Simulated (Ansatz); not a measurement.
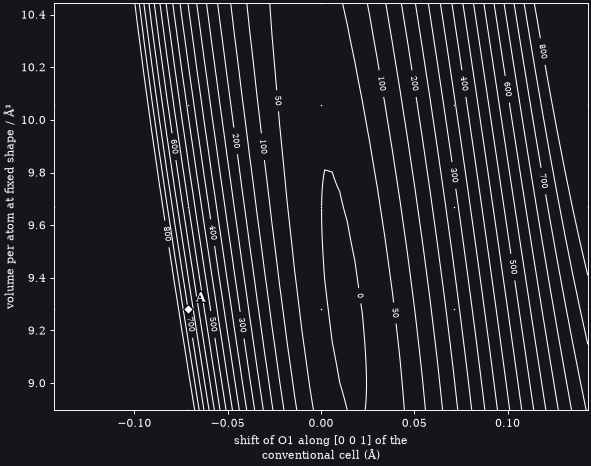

O (Fmmm, No. 69; 2 atoms in the cell). 
- The energy is mapped over a free internal coordinate and the cell.
- Coordinates scanned: (1) shift of O1 along [0 0 1] of the conventional cell, Cartesian (0 0 1), its symmetry partners moved as symmetry demands (measured in the relaxed cell); (2) volume per atom at fixed shape.
- Nothing is relaxed (all other coordinates fixed).
- Grid: 5 × 5 points.
- Points are written as (first, second).
- All energies are given in meV/atom relative to the lowest grid point.
- The runs have no spin polarisation; a magnetic state may lie lower.
- Level of theory: DFT LDA, scalar-relativistic, plane waves, PAW in Ansatz. Settings: cutoff 520 eV, k-mesh 20×20×20, gaussian smearing 0.15 eV, no spin polarisation.

In the figure: contour lines labelled in meV/atom (none above 800), dots at the grid points, the point A. Between grid points the surface is interpolated.

### Is A at rest? If not, where is it pushed?

A, at (−0.071 Å, 9.28 Å³), is not a stationary point. The computed force is 22000 meV/atom for each Å towards larger values of the first coordinate and 420 meV/atom for each Å³ towards larger values of volume per atom at fixed shape.
